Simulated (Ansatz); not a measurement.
# H: what the fields show

```
H
1.0
     5.43260    0.00000    0.00000
    -2.71630    4.70477    0.00000
     0.00000    0.00000    4.49460
H
2
Direct
  0.33333 0.66667 0.25000
  0.66667 0.33333 0.75000
```

Space group P6₃/mmc; a structure from a database of computed crystals, not necessarily the ambient phase; spin-polarised.

The calculation used Ansatz 0.2.0, DFT PBE, scalar-relativistic, plane waves, PAW.

Core electrons are frozen (PAW), and the valence fields are smoothed inside the atomic spheres.

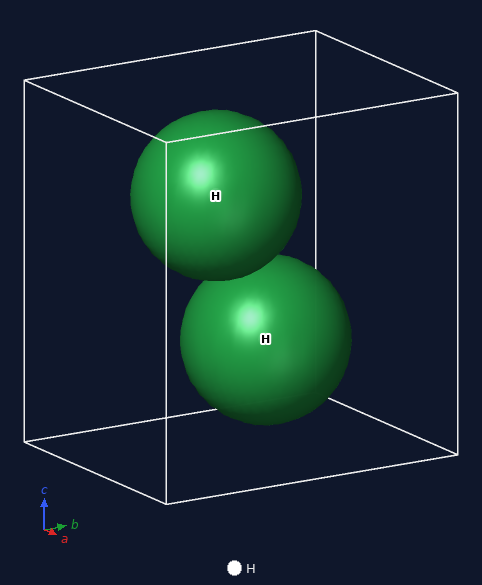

Figure 1. Isosurfaces of the magnetisation density (up minus down) at +0.04 (green) and −0.04 e/Å³ (red), seen slightly off an axis.

Q: Describe the spin distribution.

A: The spin density sits on H: +1.0 μB (×2) in one cell of 2 atoms: parallel moments (a ferromagnetic arrangement) in this solution. The cell of the calculation (2 atoms) carries 2.0 μB of net spin moment. Only one sign reaches the isovalue.

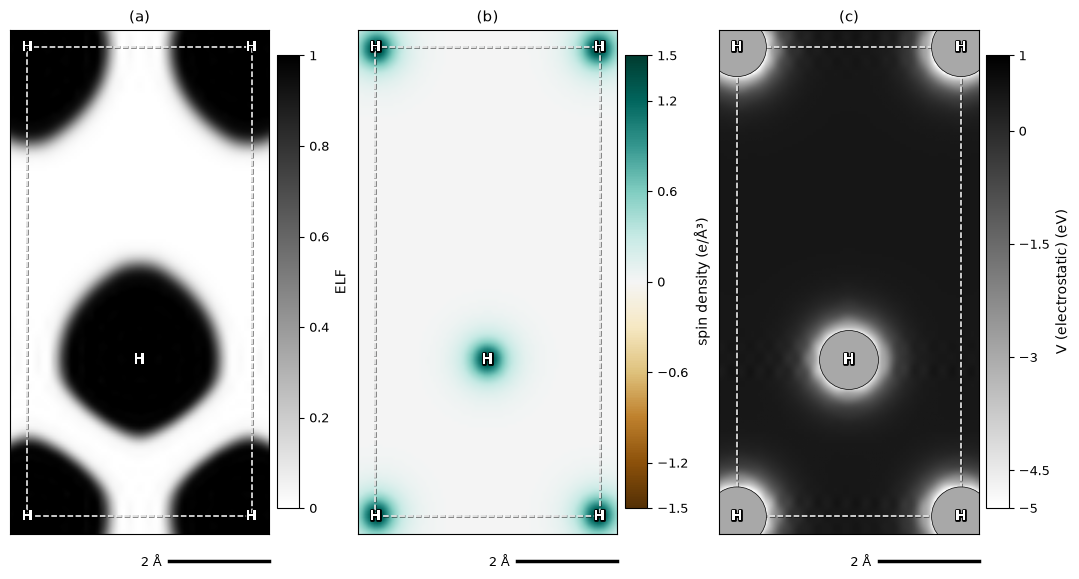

Figure 2. (a) ELF; (b) spin density (up minus down); (c) electrostatic potential energy of an electron on the (110) plane of the conventional cell. Grey discs cover the atomic cores in the potential map.

Q: Describe what can be read from this map.

A: The section cuts through H sites. H–H (3.86 Å): the ELF is about 0 at the midpoint.

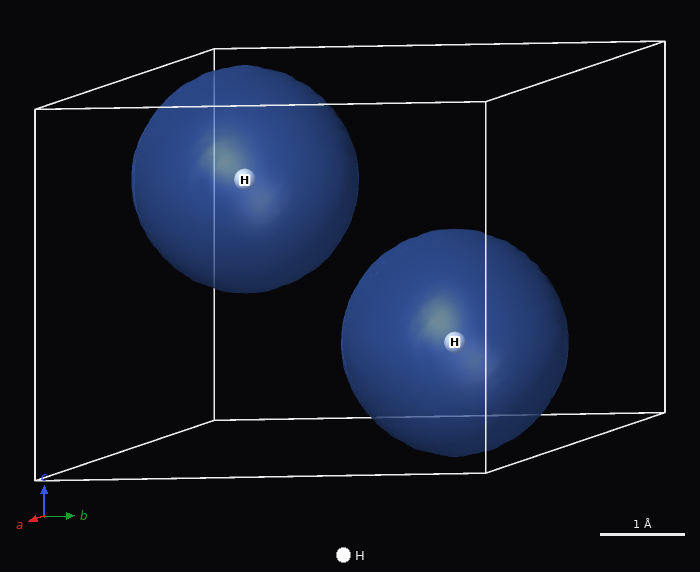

Figure 3. Isosurface of the electron localisation function at 0.75 (blue), seen slightly off an axis. Core shells and regions of very low density are left out.

Q: Where are the electrons localised?

A: At this value the surface marks out two regions around hydrogen nuclei, counted in one cell of 2 atoms. Regions shared between cells count once. Along the contacts the grid gives the following. H–H (3.86 Å): the ELF peaks at about 1 in the valence shell of H, 1.0 Å from its nucleus, and drops to about 0 between the two atoms.

Q: Does the calculation give a band gap?

A: It is gapped, with a Kohn–Sham gap of 6.8 eV on the k-point mesh, an upper bound to the gap of this method.
